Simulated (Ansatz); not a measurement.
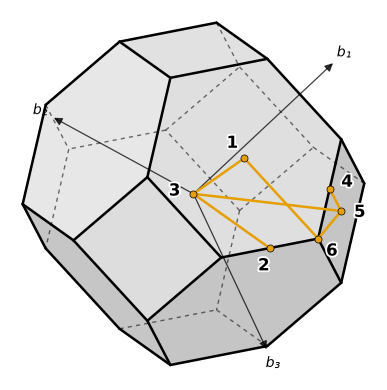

For Ti, the end point of a relaxation with Ansatz, DFT, RPBE, plane waves (420 eV) with PAW, scalar-relativistic; the starting structure was generated, so it need not be a known form of this composition: the first Brillouin zone of a face-centred cubic lattice (cF; extended symbol cF2) is drawn with its special points numbered. Symmetry computed with spglib at a tolerance of 0.002 Å; standard conventional cell.

a = 5.823 Å, b = 5.823 Å, c = 5.823 Å, α = 90.00°, β = 90.00°, γ = 90.00°.

Labels and path follow the convention of Hinuma et al. (2017), as computed by seekpath; the arrows show the directions of the reciprocal primitive vectors b₁, b₂, b₃, in which coordinates are given.

Give the label and coordinates of each numbered point.

Answer.
```tsv
no.	label	coordinates
1	L	(1/2, 1/2, 1/2)
2	K	(3/8, 3/8, 3/4)
3	Γ	(0, 0, 0)
4	U	(5/8, 1/4, 5/8)
5	X	(1/2, 0, 1/2)
6	W	(1/2, 1/4, 3/4)
```
